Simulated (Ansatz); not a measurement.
**Run report: Cu, geometry relaxation (part 3 of 3)**

Cu (defect cell, 28 atoms in the cell); DFT PBE, scalar-relativistic, plane waves, PAW, no spin polarisation (Ansatz 0.2.0); cutoff 420 eV, 4×4×4 k-mesh, Gaussian smearing of 0.1 eV. The structure derives from a Materials Project entry. It belongs to a series of runs on one base structure; here: Cu interstitial, charge +0, atoms relaxed at the host's cell.

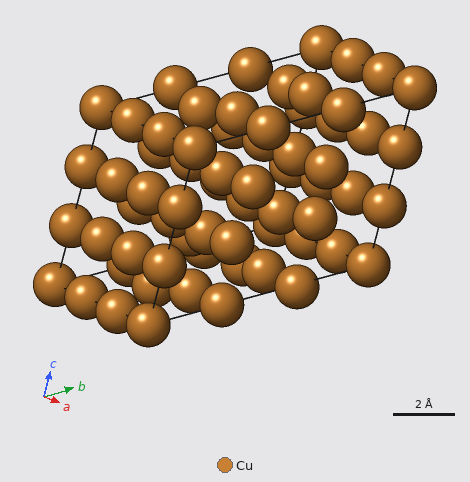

The geometry at step 3 of the log (spheres-only view of the cell of the calculation, seen slightly off an axis).

### Output, continued
```
  k-point 35: bands = ["-95.5514", "-95.4673", "-95.4501", "-95.4468", "-95.4263", "-95.4237", "-95.4079", "-95.3569", "-95.3554", "-95.3500", ... 110 levels left out ..., "12.0692", "12.1593", "12.1605", "12.1750", "12.2271", "12.2287", "12.3387", "12.4524", "12.4613", "12.4955", "12.5032", "12.5351", "12.6720", "12.6773", "12.6949", "12.8226", "12.8765", "12.8829", "12.9327", "12.9429", "12.9846", "13.0642", "13.0881", "13.0963", "13.1847", "13.1878", "13.2040", "13.2096", "13.2162",
      "13.2548", "13.2563", "13.3368", "13.3390", "13.4407", "13.4412", "13.4619", "13.4697", "13.5712", "13.6470", "13.6741", "13.7229", "13.7280", "13.7815", "13.7848", "13.7941", "13.8202", "13.8394", "13.8426", "13.8922", "13.8929", "13.9164", "13.9232", "13.9970", "14.0465", "14.0590", "14.0796", "14.0840", "14.1276", "14.1335", "14.1516", "14.1580", "14.2198", "14.2329", "14.2366", "14.2587", "14.2602", "14.3043", "14.3145", "14.3554",
      "14.3588", "14.3776", "14.4058", "14.4460", "14.4502", "14.4533", "14.4921", "14.4955", "14.5491", "14.5520", "14.5667", "14.6119", "14.6139", "14.6862", "14.7012", "14.7267", "14.7542", "14.7599", "14.7971", "14.8125", "14.8171", "14.8913", "14.9043", "14.9158", "14.9206", "14.9300", "14.9696", "15.0188", "15.0236", "15.0378", "15.0622", "15.1137", "15.1321", "15.1900", "15.1980", "15.2222", "15.2301", "15.2405", "15.2689", "15.3118",
      "15.3127", "15.3501", "15.3535", "15.3611", "15.3695", "15.3848", "15.3870", "15.4065", "15.4099", "15.4297", "15.4767", "15.4817", "15.5264", "15.5310", "15.5994", "15.6025", "15.6212", "15.6248", "15.6496", "15.6512", "15.6669", "15.6676", "15.6966", "15.7350", "15.7399", "15.7681", "15.8058", "15.8110", "15.8164", "15.8815", "15.8824", "16.3435", "16.7711", "16.7721", "16.7742", "16.8568", "16.8580", "16.9423", "18.1961", "18.2059",
      "18.3521", "18.3814", "18.4394", "18.5621", "20.2138", "20.4722", "20.4774", "20.5842", "20.7628", "20.7709", "21.1608", "21.4019", "21.4185", "21.5204", "21.9547", "22.2162", "22.2187", "23.5636", "23.5646", "24.0044", "24.2111", "24.2123", "24.5312", "25.4527", "25.9471", "25.9671", "26.0889", "26.1056", "26.4883", "26.6136", "26.6163", "26.7589", "26.9701", "26.9732", "27.1785", "28.4036", "28.4261", "28.4594", "28.4725", "28.5518",
      "28.7421", "28.8483", "28.8569", "28.8746", "28.8796", "28.8868", "28.9630", "29.1326", "29.2058", "29.2165", "29.3009"]
--- Relaxed structure (5 steps of the walk, 5 accepted, 0 SCFs on fresh bases) ---
  F+E_penalty+E_count = -185500.44456060 eV   max|allowed force component| = 1.904e-2 eV/Å
  atoms:
    - { symbol: Cu, position: [-0.031036668828599782, 0.6944031499467873, -0.026710946656366412] }
    - { symbol: Cu, position: [-0.0011196159071701016, 0.3331282522902085, 0.0008579966140767393] }
    - { symbol: Cu, position: [-0.0004129291891781662, -0.003128463584762074, 0.0015060418966329554] }
    - { symbol: Cu, position: [-0.031426786048444094, 0.6950789027904822, 0.36319612908232757] }
    - { symbol: Cu, position: [-0.02677181961126443, 0.3085911617762477, 0.35891740870472033] }
    - { symbol: Cu, position: [-0.0007386814603909941, 0.0006106739890057444, 0.33352099930893286] }
    - { symbol: Cu, position: [0.00032187069400529955, 0.6649439384694802, 0.6672524755801434] }
    - { symbol: Cu, position: [-0.001011528022068886, 0.33317383612673, 0.6663398003842569] }
    - { symbol: Cu, position: [-0.0009529347356066475, 0.00035395693065620737, 0.6662843951111943] }
    - { symbol: Cu, position: [0.37015981366851236, 0.7051126038119505, -0.03766240975727739] }
    - { symbol: Cu, position: [0.365044009243211, 0.2994631689523954, -0.033071966115207546] }
    - { symbol: Cu, position: [0.3269772191346143, 0.0011294240635341124, 0.005739585814023673] }
    - { symbol: Cu, position: [0.33059662175849513, 0.6650491574411422, 0.33263525535452476] }
    - { symbol: Cu, position: [0.3654827962607851, 0.2985223336403733, 0.3688446870362532] }
    - { symbol: Cu, position: [0.33120820192547495, 0.0017823521048948021, 0.33320694831278386] }
    - { symbol: Cu, position: [0.33065102577080874, 0.6651334036993576, 0.6711542119267296] }
    - { symbol: Cu, position: [0.3284621852814185, 0.33703670888339626, 0.6671647639233076] }
    - { symbol: Cu, position: [0.32662641502037304, 1.0007150878923534, 0.6660020203343837] }
    - { symbol: Cu, position: [0.6681410175076762, 0.6624790777201492, 0.004391650780418033] }
    - { symbol: Cu, position: [0.6603915045132511, 0.3346457939866367, 0.002259627493908567] }
    - { symbol: Cu, position: [0.6668365278146603, -0.0014435704136842586, 0.0026908119462939473] }
    - { symbol: Cu, position: [0.6647075929178843, 0.6663930623197238, 0.3342495471530669] }
    - { symbol: Cu, position: [0.6680389400061293, 0.3344062334205363, 0.3322332352705905] }
    - { symbol: Cu, position: [0.6668132222245311, 0.9984518525078194, 0.33092880654212564] }
    - { symbol: Cu, position: [0.6680671243583804, 0.6622014147189468, 0.6648072123626234] }
    - { symbol: Cu, position: [0.6678565117102182, 0.3342250474184698, 0.6649370009572952] }
    - { symbol: Cu, position: [0.6616278870524577, -0.0011849575177350635, 0.6691775159362106] }
    - { symbol: Cu, position: [0.1814978581398367, 0.5017957993149038, 0.15876838060202753] }
```

### Trajectory as extended XYZ (Å, eV, eV/Å), 3 of the 5 frames kept, from step=1 to step=5
```
28
Lattice="-5.4447 0.0000 5.4447 -5.4447 -5.4447 0.0000 0.0000 -5.4447 5.4447" Properties=species:S:1:pos:R:3:forces:R:3 step=1 energy=-185492.71659
Cu   -3.6371   -3.5691   -0.0548    0.2288  -0.4879  -7.9229
Cu   -1.8149   -1.8149    0.0000    0.2669   0.1570  -0.2806
Cu    0.0000    0.0000    0.0000    0.0532  -0.0782  -0.0479
Cu   -3.6014   -5.4856    1.8294    0.0852  -6.8975  -0.2080
Cu   -1.8146   -3.6370    1.7665    9.1295  -0.6280  -0.1281
Cu    0.0000   -1.8149    1.8149   -0.0002   0.0005   0.0025
Cu   -3.6298   -7.2596    3.6298   -0.0179   0.0758  -0.0881
Cu   -1.8149   -5.4447    3.6298    0.2645  -0.1758   0.0552
Cu    0.0000   -3.6298    3.6298   -0.0810  -0.0169  -0.1013
Cu   -5.5467   -3.5846    1.7228   -8.8969  -0.4496  -0.0253
Cu   -3.4575   -1.8508    1.8432    1.2105  16.8178  -0.0902
Cu   -1.8149    0.0000    1.8149    0.0967   0.1500   0.0117
Cu   -5.4447   -5.4447    3.6298   -0.0364   0.0488  -0.0616
Cu   -3.5640   -3.7027    3.7103    0.1643  -0.3322   8.5070
Cu   -1.8149   -1.8149    3.6298    0.2724   0.0429   0.2780
Cu   -5.4447   -7.2596    5.4447   -0.0004   0.2645  -0.0764
Cu   -3.6298   -5.4447    5.4447   -0.0245  -0.2125   0.2388
Cu   -7.2596   -9.0745    5.4447   -0.0831  -0.0098  -0.0653
Cu   -7.2596   -3.6298    3.6298    0.0677  -0.0155  -0.0370
Cu   -5.4447   -1.8149    3.6298    0.1422  -0.0912  -0.0953
Cu   -3.6298    0.0000    3.6298   -0.0200   0.0028  -0.0153
Cu   -7.2596   -5.4447    5.4447    0.0274  -0.0660  -0.1203
Cu   -5.4447   -3.6298    5.4447    0.0583  -0.0106  -0.0411
Cu   -9.0745   -7.2596    5.4447   -0.0200  -0.0004  -0.0341
Cu   -7.2596   -7.2596    7.2596   -0.0828   0.0987   0.0127
Cu   -5.4447   -5.4447    7.2596    0.1450  -0.1345   0.0074
Cu   -3.6298   -3.6298    7.2596   -0.0073  -0.0079   0.0024
Cu   -3.6916   -3.5572    1.8450   -2.9419  -8.0444   0.3228
28
Lattice="-5.4447 0.0000 5.4447 -5.4447 -5.4447 0.0000 0.0000 -5.4447 5.4447" Properties=species:S:1:pos:R:3:forces:R:3 step=3 energy=-185500.35693
Cu   -3.6097   -3.6251   -0.2825    0.0256  -0.0672  -0.5815
Cu   -1.7992   -1.8126   -0.0098    0.0163  -0.0039  -0.0146
Cu    0.0186    0.0072    0.0020    0.0129   0.0083   0.0020
Cu   -3.6073   -5.7285    1.8086   -0.0191  -0.5042  -0.0390
Cu   -1.5784   -3.6304    1.7999    0.6980  -0.0704   0.0136
Cu   -0.0003   -1.8168    1.8126   -0.0141   0.0087  -0.0012
Cu   -3.6254   -7.2539    3.6316   -0.0021   0.0184   0.0175
Cu   -1.8047   -5.4450    3.6244    0.0191  -0.0119  -0.0083
Cu   -0.0005   -3.6300    3.6189   -0.0142   0.0039   0.0061
Cu   -5.8317   -3.6270    1.7920   -0.6018  -0.0380   0.0752
Cu   -3.5751   -1.5058    1.8081   -0.0719   1.1680  -0.0098
Cu   -1.7926   -0.0189    1.8132    0.0293  -0.0467  -0.0044
Cu   -5.4240   -5.4331    3.6154    0.0051   0.0134  -0.0178
Cu   -3.6021   -3.6537    3.9695   -0.0407   0.0393   0.6011
Cu   -1.8117   -1.8163    3.6232    0.0280  -0.0247   0.0199
Cu   -5.4267   -7.2761    5.4547    0.0190   0.0238  -0.0026
Cu   -3.6283   -5.4683    5.4379    0.0159  -0.0344  -0.0216
Cu   -7.2407   -9.0749    5.4130    0.0288  -0.0010  -0.0422
Cu   -7.2466   -3.6321    3.6538    0.0088   0.0112   0.0256
Cu   -5.4141   -1.8378    3.6047    0.0214  -0.0137  -0.0124
Cu   -3.6258   -0.0009    3.6378    0.0097  -0.0212   0.0196
Cu   -7.2460   -5.4485    5.4407   -0.0082   0.0023  -0.0095
Cu   -5.4507   -3.6303    5.4501   -0.0228  -0.0043  -0.0130
Cu   -9.0703   -7.2445    5.4329    0.0010   0.0225  -0.0087
Cu   -7.2534   -7.2313    7.2592    0.0216   0.0325  -0.0031
Cu   -5.4429   -5.4489    7.2581   -0.0294   0.0038   0.0020
Cu   -3.6051   -3.6322    7.2501    0.0022  -0.0028  -0.0009
Cu   -3.7334   -3.5864    1.8577   -0.1382  -0.5120   0.0081
28
Lattice="-5.4447 0.0000 5.4447 -5.4447 -5.4447 0.0000 0.0000 -5.4447 5.4447" Properties=species:S:1:pos:R:3:forces:R:3 step=5 energy=-185500.44456
Cu   -3.6118   -3.6354   -0.3144   -0.0149   0.0105  -0.0040
Cu   -1.8077   -1.8185   -0.0014   -0.0044  -0.0048   0.0051
Cu    0.0193    0.0088    0.0060   -0.0005   0.0001  -0.0007
Cu   -3.6134   -5.7620    1.8064   -0.0062  -0.0024   0.0110
Cu   -1.5344   -3.6344    1.8084    0.0057   0.0084   0.0011
Cu    0.0007   -1.8192    1.8119    0.0002   0.0001  -0.0018
Cu   -3.6222   -7.2534    3.6347    0.0032  -0.0018  -0.0003
Cu   -1.8085   -5.4421    3.6225   -0.0022   0.0010  -0.0027
Cu    0.0033   -3.6296    3.6225   -0.0003  -0.0012   0.0014
Cu   -5.8545   -3.6341    1.8103    0.0055   0.0027  -0.0076
Cu   -3.6180   -1.4504    1.8075    0.0126   0.0089   0.0050
Cu   -1.7864   -0.0374    1.8115    0.0000  -0.0028  -0.0013
Cu   -5.4210   -5.4321    3.6111   -0.0016  -0.0014   0.0026
Cu   -3.6153   -3.6336    3.9982   -0.0021   0.0016  -0.0026
Cu   -1.8130   -1.8239    3.6175   -0.0008  -0.0010  -0.0017
Cu   -5.4218   -7.2757    5.4545   -0.0008   0.0024  -0.0023
Cu   -3.6234   -5.4676    5.4209    0.0064  -0.0017  -0.0045
Cu   -7.2270   -9.0748    5.4046   -0.0031  -0.0007   0.0034
Cu   -7.2448   -3.6309    3.6617   -0.0006   0.0023   0.0002
Cu   -5.4177   -1.8343    3.6079   -0.0042   0.0043   0.0039
Cu   -3.6229   -0.0068    3.6454    0.0049  -0.0042   0.0051
Cu   -7.2474   -5.4482    5.4390   -0.0030   0.0037   0.0026
Cu   -5.4580   -3.6297    5.4462   -0.0030  -0.0017  -0.0025
Cu   -9.0669   -7.2381    5.4324    0.0027   0.0016   0.0016
Cu   -7.2429   -7.2252    7.2571    0.0007  -0.0006  -0.0024
Cu   -5.4560   -5.4401    7.2567   -0.0076  -0.0009  -0.0008
Cu   -3.5959   -3.6370    7.2458    0.0018  -0.0036  -0.0013
Cu   -3.7203   -3.5966    1.8526    0.0115  -0.0190  -0.0067
```
